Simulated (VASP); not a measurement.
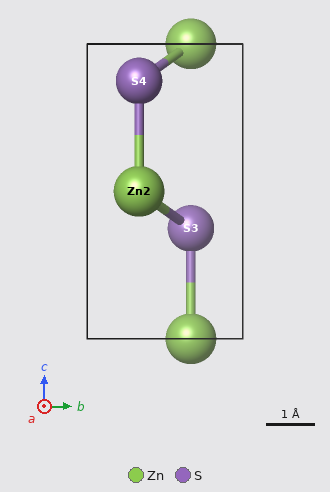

Figure 1. The structure (ball-and-stick view of the cell of the calculation, along the a axis; atoms are numbered from 1 in the order of the input).

**Two runs on ZnS**

System: ZnS (P6₃mc, 4 atoms in the cell).
Method of run 1: DFT, PBEsol, plane waves, PAW (VASP 6.6.1).

The structure was built on a prototype by a generator. The geometry comes from this level: r2SCAN. 

## INCAR, run 1
```
ENCUT = 520.000000
SIGMA = 0.010000
EDIFF = 1.00e-07
GGA = PS
PREC = Accurate
IBRION = -1
ISIF = 2
ISMEAR = 0
NBANDS = 26
NELM = 120
NSW = 0
LASPH = .TRUE.
LCHARG = .TRUE.
LELF = .TRUE.
LWAVE = .FALSE.
LREAL = .FALSE.
```

## KPOINTS, run 1
```
KPOINTS created by Atomic Simulation Environment
0
Gamma
12 12 4
0 0 0
```

## KPOINTS_OPT, run 1
```
special points
6
Reciprocal
0.0000000000 0.0000000000 0.0000000000 1
0.5000000000 0.0000000000 0.0000000000 1
0.3333333333 0.3333333333 0.0000000000 1
0.0000000000 0.0000000000 0.5000000000 1
0.5000000000 0.0000000000 0.5000000000 1
0.3333333333 0.3333333333 0.5000000000 1
```

## POSCAR, run 1
```
Zn S
 1.0000000000000000
     3.8054508557845126    0.0000000000000000    0.0000000000000000
    -1.9027254278922563    3.2956171139626202   -0.0000000000000000
     0.0000000000000000   -0.0000000000000000    6.2439931108913020
 Zn  S
   2   2
Cartesian
 -0.0000000000000001  2.1970780759750799  0.0021112612961030
  1.9027254278922556  1.0985390379875399  3.1241078167417542
 -0.0000000000000001  2.1970780759750799  2.3393861552881354
  1.9027254278922556  1.0985390379875399  5.4613827107337860
```

Launched with:
```bash
mpirun -np 1 vasp_std
```

Hardware: 1 CPU thread, shared host.

## OSZICAR and lines of OUTCAR (run 1)
```
N       E                     dE             d eps       ncg     rms          rms(c)
DAV:   1     0.241352874665E+03    0.24135E+03   -0.17068E+04  2964   0.167E+03
DAV:   2     0.842302957774E+01   -0.23293E+03   -0.22256E+03  3046   0.348E+02
DAV:   3    -0.153907212781E+02   -0.23814E+02   -0.23588E+02  3594   0.111E+02
DAV:   4    -0.159659633269E+02   -0.57524E+00   -0.57409E+00  3398   0.173E+01
DAV:   5    -0.159747355856E+02   -0.87723E-02   -0.87703E-02  3512   0.212E+00    0.958E+00
DAV:   6    -0.151750719738E+02    0.79966E+00   -0.17629E+00  4034   0.400E+01    0.736E+00
DAV:   7    -0.151726171020E+02    0.24549E-02   -0.11731E+00  3136   0.666E+00    0.324E+00
[...]
       N       E                     dE             ncg
DAV:   1     0.358203029147E+04   -0.41561E+04      312
DAV:   2     0.218765683318E+04   -0.13944E+04      320
DAV:   3     0.204358646038E+04   -0.14407E+03      354
DAV:   4     0.203982394200E+04   -0.37625E+01      376
DAV:   5     0.203977643535E+04   -0.47507E-01      356
DAV:   6     0.203977538733E+04   -0.10480E-02      352
DAV:   7     0.203977535712E+04   -0.30214E-04      388
DAV:   8     0.203977535623E+04   -0.88475E-06      352
DAV:   9     0.203977535621E+04   -0.24633E-07      260
[... from OUTCAR:]
   NELECT =      36.0000    total number of electrons
 E-fermi :   2.1692
  free  energy   TOTEN  =       -15.1632666486 eV
  energy  without entropy=      -15.1632666486  energy(sigma->0) =      -15.16326665
```

The input of run 2 differs as follows (lines with − go, lines with + come):
```diff
-GGA = PS
+GGA = CA
-LCHARG = .TRUE.
-LELF = .TRUE.
+LCHARG = .FALSE.
```

Predict how the results change.

The total energies belong to different methods, so their difference says nothing on which is more stable or more accurate. The gap on the mesh goes from 2.08 to 1.99 eV. The pressure goes from −1.17 to −3.77 GPa. The functional changes from PBEsol to LDA. Along LDA, PBEsol, PBE and RPBE the binding weakens and the preferred volume grows, so the same cell is under more pressure with the later ones. The SCF takes 14 iterations against 15.

## OSZICAR and lines of OUTCAR (run 2)
```
N       E                     dE             d eps       ncg     rms          rms(c)
DAV:   1     0.241187384148E+03    0.24119E+03   -0.17103E+04  2964   0.167E+03
DAV:   2     0.735739538128E+01   -0.23383E+03   -0.22345E+03  3054   0.349E+02
DAV:   3    -0.166223978553E+02   -0.23980E+02   -0.23754E+02  3584   0.112E+02
DAV:   4    -0.172052169453E+02   -0.58282E+00   -0.58160E+00  3436   0.174E+01
DAV:   5    -0.172141838822E+02   -0.89669E-02   -0.89648E-02  3522   0.214E+00    0.984E+00
DAV:   6    -0.163946833846E+02    0.81950E+00   -0.16514E+00  4320   0.377E+01    0.746E+00
DAV:   7    -0.163730753805E+02    0.21608E-01   -0.11052E+00  3154   0.661E+00    0.316E+00
[...]
       N       E                     dE             ncg
DAV:   1     0.355240258772E+04   -0.41857E+04      312
DAV:   2     0.215353578534E+04   -0.13989E+04      320
DAV:   3     0.200916693802E+04   -0.14437E+03      354
DAV:   4     0.200535644101E+04   -0.38105E+01      376
DAV:   5     0.200530729037E+04   -0.49151E-01      356
DAV:   6     0.200530618435E+04   -0.11060E-02      368
DAV:   7     0.200530615202E+04   -0.32329E-04      364
DAV:   8     0.200530615099E+04   -0.10331E-05      368
DAV:   9     0.200530615096E+04   -0.30027E-07      268
[... from OUTCAR:]
   NELECT =      36.0000    total number of electrons
 E-fermi :   2.0725
  free  energy   TOTEN  =       -16.3578585030 eV
  energy  without entropy=      -16.3578585030  energy(sigma->0) =      -16.35785850
```

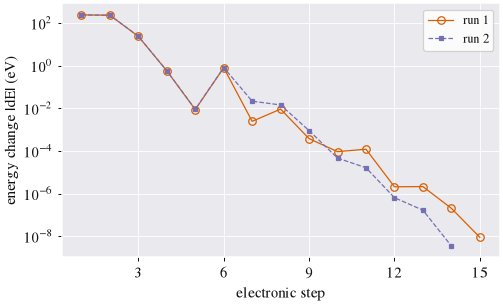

Figure 2. Convergence of the two runs: energy change |dE| against the electronic step. Run 1 takes 15 steps in all, and run 2 takes 14.

## The two runs side by side

```csv
quantity,run 1,run 2
outcome,converged,converged
free energy per atom (eV),−3.7908,−4.0895
gap on the mesh (eV),2.08,1.99
pressure (GPa),−1.17,−3.77
largest force (eV/Å),0.000,0.003
SCF iterations,15,14
irreducible k-points,57,57
```
